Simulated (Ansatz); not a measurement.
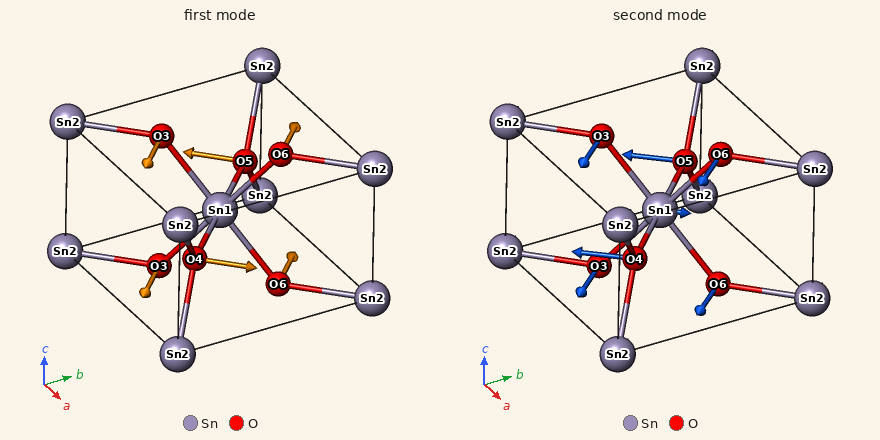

The system is SnO2 (Pnnm, No. 58; 6 atoms in the cell); the picture shows the reference structure; its two panels give the patterns of the first and the second mode as arrows. The energy is mapped over two normal modes frozen in (zone-centre modes of the 6-atom cell of this scan). The first coordinate is: amplitude of mode 4 (103 cm⁻¹), largest displacement; the second: amplitude of mode 7 (224 cm⁻¹), largest displacement. Nothing is relaxed (the cell and all other modes fixed). The scan uses a 7 × 7 grid; 37 points were computed and 12 follow by symmetry. Points are written as (first, second). All energies are given in meV per cell relative to the lowest grid point. These are results of DFT LDA, scalar-relativistic, plane waves, PAW in Ansatz, not measurements. Settings: cutoff 520 eV, k-mesh 6×6×8 in the order of the run's cell vectors, gaussian smearing 0.05 eV, no spin polarisation.

Its coordinates:

```yaml
crystal:
  lattice:
    - [4.72013, 0.00000, 0.00000]
    - [0.00000, 4.72063, 0.00000]
    - [0.00000, 0.00000, 3.18882]
  atoms:
    - { symbol: Sn, position: [0.50000, 0.50000, 0.50000] }
    - { symbol: Sn, position: [0.00000, 0.00000, 0.00000] }
    - { symbol: O, position: [0.30599, 0.30617, 0.00000] }
    - { symbol: O, position: [0.80599, 0.19383, 0.50000] }
    - { symbol: O, position: [0.19401, 0.80617, 0.50000] }
    - { symbol: O, position: [0.69401, 0.69383, 0.00000] }
```

Range: amplitude of mode 4 (103 cm⁻¹), largest displacement from −0.27 to 0.27 Å; amplitude of mode 7 (224 cm⁻¹), largest displacement from −0.174 to 0.174 Å.

Predict the map.

Answer. The lowest grid point is at (0.00 Å, 0.000 Å). No other kind of well shows on this grid. The highest grid point, (0.27 Å, −0.174 Å), lies 464 meV above the lowest. The gap on the k-mesh is 1.2 eV at the lowest point and runs from 1.2 to 1.5 eV over the map.

| second ↓, first → | −0.27 | −0.18 | −0.09 | 0.00 | 0.09 | 0.18 | 0.27 |
| --- | --- | --- | --- | --- | --- | --- | --- |
| 0.174 | 333 | 247 | 219 | 229 | 268 | 341 | 464 |
| 0.116 | 224 | 137 | 103 | 101 | 124 | 178 | 282 |
| 0.058 | 159 | 72 | 34 | 25 | 39 | 81 | 172 |
| 0.000 | 137 | 50 | 11 | 0 | 11 | 49 | 136 |
| −0.058 | 159 | 72 | 34 | 25 | 39 | 81 | 172 |
| −0.116 | 224 | 137 | 103 | 101 | 124 | 178 | 282 |
| −0.174 | 333 | 247 | 219 | 229 | 268 | 341 | 464 |

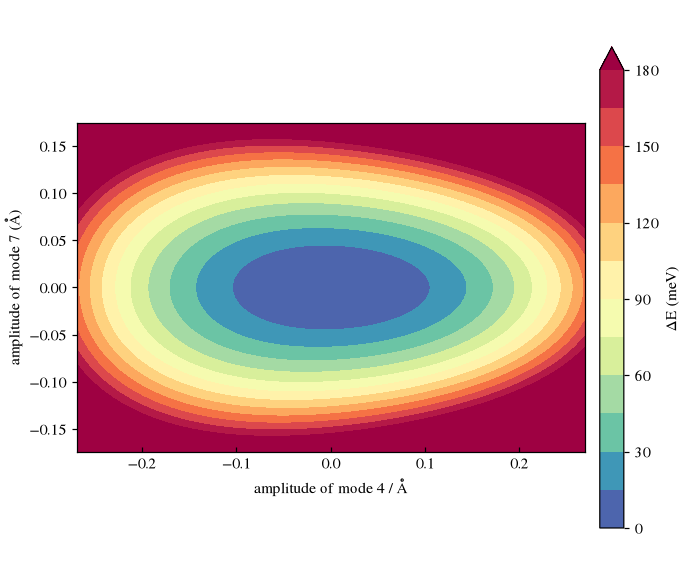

Drawn: filled contours, one colour for all values above the top of the scale. Between grid points the surface is interpolated.

The whole map (37 points run) took 7.2 min on 2 threads of Intel(R) Xeon(R) Platinum 8375C CPU @ 2.90GHz (Ice Lake), with other jobs on the host.

PAW datasets: the set soft_1.
